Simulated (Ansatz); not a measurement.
# Calculations on TiAl

## 1. Relaxation

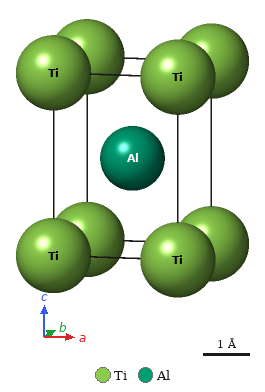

Starting structure of crystalline TiAl (set up in P4/mmm). A spheres-only model of the cell of the calculation, seen slightly off an axis.

Level of theory: Ansatz, DFT PBE, scalar-relativistic, plane waves, PAW.

The input:
```yaml
crystal:
  lattice:
    - [2.8373, 0.0, 0.0]
    - [0.0, 2.8373, 0.0]
    - [0.0, 0.0, 4.0591]
  atoms:
    - { symbol: Ti, position: [0.0, 0.0, 0.0] }
    - { symbol: Al, position: [0.5, 0.5, 0.5] }
basis:
  ecutwfc: 420
kpoints:
  mp_grid: { grid: [14, 14, 10] }
hamiltonian:
  xc: pbe
scf:
  occupations: { method: gaussian, width: 0.1 }
output:
  forces: true
  stress: true
  eigenvalues: true
  write_density: true
  write_potential: true
  elf: true
  volumetric_format: npy
relax:
  adjacent_minimum: "off"
  f_tol: 0.005
  max_steps: 80
  cell: { stress_tol: 0.05 }
```

Command:
```bash
ansatz run input.yaml --threads 2 --pin off --max-ram 5120MiB --backend cpu --events-out ev --progress --plain --runs-dir out
```

Q: What does the optimiser find from here?

A: No atom moves by more than 0.005 Å relative to the cell. The drawn cell changes as follows: a = b 2.837 → 2.822 Å (−0.5 %), c 4.059 → 4.077 Å (+0.4 %); the volume changes by −0.6 %. Among the contacts that change: Ti1–Ti1 2.837 → 2.822 Å, Al2–Al2 2.837 → 2.822 Å. The space group stays P4/mmm (No. 123). After 3 accepted moves (4 points after the start) the energy has fallen by 0.5 meV per atom. All forces vanish by symmetry, so only the cell relaxes. The pressure goes from −0.73 to 0.00 GPa. At 1 point the geometry stayed and the basis and grid were re-selected for the new cell (energy shift of less than 0.05 meV per atom at most each time).

Step by step:

| step | E − E(0), meV/atom | pressure, GPa | volume, Å³/atom | note |
| --- | --- | --- | --- | --- |
| 0 | 0.00 | -0.73 | 16.338 |  |
| 1 | -0.49 | 0.49 | 16.165 |  |
| 2 | -0.57 | 0.05 | 16.228 |  |
| 3 | -0.57 | 0.00 | 16.234 |  |
| 4 | -0.55 | 0.00 | 16.234 | same geometry, new basis |

## 2. Relaxation

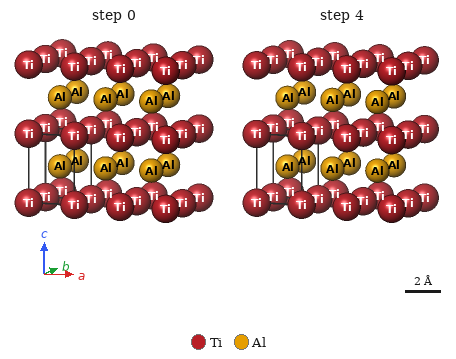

The structure of a crystal of TiAl (set up in P4/mmm) before (left) and after (right) a relaxation, at one scale.

The picture is a spheres-only view of the cell of the calculation, repeated 3 × 2 × 2 with one cell outlined, seen slightly off an axis.

The calculation used Ansatz 0.2.0, DFT PBEsol, scalar-relativistic, plane waves, PAW.

Input
```yaml
crystal:
  lattice:
    - [2.8373, 0.0, 0.0]
    - [0.0, 2.8373, 0.0]
    - [0.0, 0.0, 4.0591]
  atoms:
    - { symbol: Ti, position: [0.0, 0.0, 0.0] }
    - { symbol: Al, position: [0.5, 0.5, 0.5] }
basis:
  ecutwfc: 420
kpoints:
  mp_grid: { grid: [14, 14, 10] }
hamiltonian:
  xc: pbesol
scf:
  occupations: { method: gaussian, width: 0.1 }
output:
  forces: true
  stress: true
  eigenvalues: true
  write_density: true
  write_potential: true
  elf: true
  volumetric_format: npy
relax:
  adjacent_minimum: "off"
  f_tol: 0.005
  max_steps: 80
  cell: { stress_tol: 0.05 }
```

Run as
```bash
ansatz run input.yaml --threads 4 --pin off --max-ram 10240MiB --backend cpu --events-out ev --progress --plain --runs-dir out
```

What changed between the two?

The energy falls by 7.5 meV per atom in 3 accepted moves (4 points after the start). All forces vanish by symmetry, so only the cell relaxes. The pressure goes from −3.96 to −0.02 GPa. At 1 point the geometry stayed and the basis and grid were re-selected for the new cell (energy shift of 0.1 meV per atom at most each time). No atom moves by more than 0.005 Å relative to the cell. Cell: a = b 2.837 → 2.795 Å (−1.5 %), c 4.059 → 4.039 Å (−0.5 %). Volume −3.4 %. Near-neighbour distances that change, for instance: Ti1–Ti1 2.837 → 2.795 Å, Al2–Al2 2.837 → 2.795 Å, Ti1–Al2 2.854 → 2.826 Å. The space group stays P4/mmm (No. 123). Cost: 8.1 s on 4 threads of Arm Neoverse V1, on a shared host, peak memory 0.41 GiB.

## 3. Scan

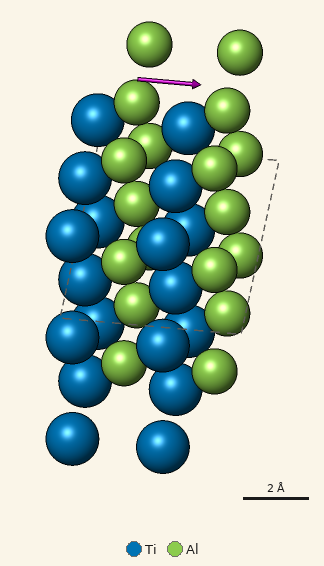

Crystalline TiAl (P4/mmm): the crystal above a cut along the (0 0 1) plane of the conventional cell (between a plane of Ti below and one of Al above, 2.04 Å apart) is slid rigidly by fractions of an in-plane lattice vector 2.82 Å long (a generalised stacking fault). One cut stands in each cell, which starts 12.2 Å high; nothing is relaxed, and the dashed outline marks the cut, the arrow on top the direction of slip. The picture shows the perfect crystal around the cut (dashed). The picture is a spheres-only view of the layers on both sides of the cut, seen obliquely from above.

Method: DFT PBE, scalar-relativistic, plane waves, PAW in Ansatz. Set-up: plane-wave cutoff 420 eV; k-point mesh 21 × 21 × 5; occupations gaussian; smearing width 0.15 eV; no spin polarisation. Energies (free energies at the smearing named) are counted from the relaxed crystal.

The input:
```yaml
crystal:
  lattice:
    - [-2.8220914054, 0.0, 0.0]
    - [0.0, -2.8220914054, 0.0]
    - [0.0, 0.0, 12.2302953755]
  atoms:
    - { symbol: Ti, position: [0.0, 1.0, 0.0] }
    - { symbol: Ti, position: [0.0, 1.0, 0.3333333333] }
    - { symbol: Ti, position: [0.0, 1.0, 0.6666666667] }
    - { symbol: Al, position: [0.5, 0.5, 0.1666666667] }
    - { symbol: Al, position: [0.5, 0.5, 0.5] }
    - { symbol: Al, position: [0.5, 0.5, 0.8333333333] }
basis:
  ecutwfc: 420
kpoints:
  mp_grid: { grid: [21, 21, 5] }
hamiltonian:
  xc: pbe
scf:
  occupations: { method: gaussian, width: 0.15 }
output:
  forces: true
  stress: true
  eigenvalues: true
  write_density: true
  write_potential: true
  elf: true
  volumetric_format: npy
```

Command:
```bash
ansatz run input.yaml --threads 2 --pin off --max-ram 5120MiB --backend cpu --events-out ev --progress --plain --runs-dir out
```

**Give the energy at each point (the slip: 0.00, 0.10, 0.20, 0.30, 0.40, 0.50, 0.60, 0.80, 1.00).**

| slip (fraction of the lattice vector) | γ (mJ/m²) |
| --- | --- |
| 0.00 | 0 |
| 0.10 | 194 |
| 0.20 | 718 |
| 0.30 | 1393 |
| 0.40 | 1937 |
| 0.50 | 2138 |
| 0.60 | 1937 |
| 0.80 | 718 |
| 1.00 | 0 |

Points that are alike by symmetry were computed once.

The curve starts and ends at zero, since a full lattice vector restores the crystal. Its highest computed point is 2138 mJ/m² at slip 0.50. The points are too sparse to place its extrema closely. Relaxation across the fault would lower the values.

The computed profile (hollow markers are points alike by symmetry):

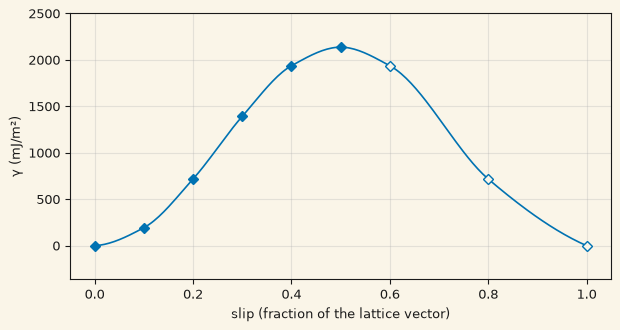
